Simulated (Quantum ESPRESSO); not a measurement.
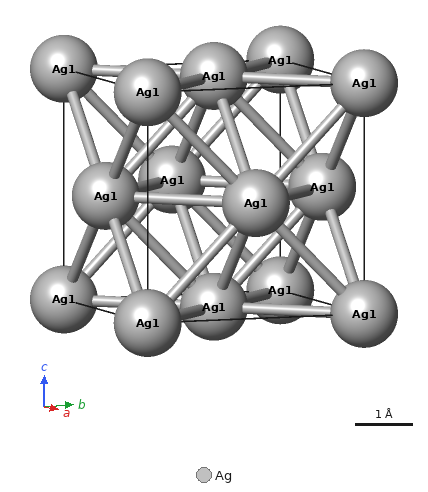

Fig. 1: The structure as given in the input (ball-and-stick view of the cell 4 times as large as that of the calculation, set on its symmetry axes, seen slightly off an axis; atoms are numbered from 1 in the order of the input). Near neighbours in the crystal (not all of them lie inside the picture): Ag has 12 Ag at 2.89 Å.

Fields calculation of Ag

Ag (Fm-3m, 1 atom in the cell), set up with Kohn-Sham DFT of a periodic cell, B3LYP with D3, SG15 PBE 1.2 (Quantum ESPRESSO 7.5).

The structure derives from an entry of the Crystallography Open Database.

### Input
```
&CONTROL
  calculation = 'scf'
  prefix = 'pwscf'
  outdir = './tmp'
  pseudo_dir = './pseudo'
  tprnfor = .true.
  tstress = .true.
  disk_io = 'low'
/
&SYSTEM
  space_group = 225
  A = 4.0855
  nat = 1
  ntyp = 1
  ecutwfc = 70
  nbnd = 17
  input_dft = 'b3lyp'
  occupations = 'smearing'
  smearing = 'fd'
  degauss = 0.00367493
  nspin = 2
  starting_magnetization(1) = 0.0263
  nqx1 = 3
  nqx2 = 3
  nqx3 = 3
  ecutfock = 105
  vdw_corr = 'grimme-d3'
  dftd3_version = 3
  exxdiv_treatment = 'vcut_spherical'
  x_gamma_extrapolation = .false.
/
&ELECTRONS
  conv_thr = 1d-07
  electron_maxstep = 120
  mixing_beta = 0.3
  adaptive_thr = .true.
  mixing_mode = 'local-TF'
  diago_david_ndim = 4
/
ATOMIC_SPECIES
Ag   107.8682 Ag_ONCV_PBE-1.2.upf
ATOMIC_POSITIONS crystal_sg
Ag     0.0000000000    0.0000000000    0.0000000000
K_POINTS automatic
6 6 6 0 0 0
```

Launched with:
```bash
OMP_NUM_THREADS=1 mpirun -n 2 pw.x -in pw.in > pw.out
```

### Log
```
This program is part of the open-source Quantum ESPRESSO suite
     for quantum simulation of materials; please cite
         "P. Giannozzi et al., J. Phys.:Condens. Matter 21 395502 (2009);
         "P. Giannozzi et al., J. Phys.:Condens. Matter 29 465901 (2017);
         "P. Giannozzi et al., J. Chem. Phys. 152 154105 (2020);
          URL
     in publications or presentations arising from this work. More details at

     IMPORTANT: XC functional enforced from input :
     Exchange-correlation= B3LYP
                           (   7  12   9   7   0   0   0)
     EXX-fraction              =        0.20
     Any further DFT definition will be discarded
     Please, verify this is what you really want

     Subspace diagonalization in iterative solution of the eigenvalue problem:
     a serial algorithm will be used

     EXX: q-point mesh:     3    3    3
     EXX: setup a grid of 189 q-points centered on each k-point
     (set verbosity='high' to see the list)

 %%%%%%%%%%%%%%%%%%%%%%%%%%%%%%%%%%%%%%%%%%%%%%%%%%%%%%%%%%%%%%%%%%%%%%%%%%%%%%
     Error in routine vcut_init (1):
     'vcut' Coulomb cutoff with non-orthogonal axis untested
 %%%%%%%%%%%%%%%%%%%%%%%%%%%%%%%%%%%%%%%%%%%%%%%%%%%%%%%%%%%%%%%%%%%%%%%%%%%%%%

     stopping ...

"abort". This may have caused other processes in the application to be
```

### Outcome

- outcome: refused by the program
- space group (tolerance 0.01 Å): Fm-3m (225)
- hardware: 2 threads of INTEL XEON PLATINUM @ 2.10GHz (Emerald Rapids), 24 GiB of memory available, shared host

Settings chosen away from the usual ones: exxdiv_treatment set to vcut_spherical; x_gamma_extrapolation set to false; mixing_mode set to local-TF; diago_david_ndim set to 4. The program refused the input: “vcut_init (1): 'vcut' Coulomb cutoff with non-orthogonal axis untested”
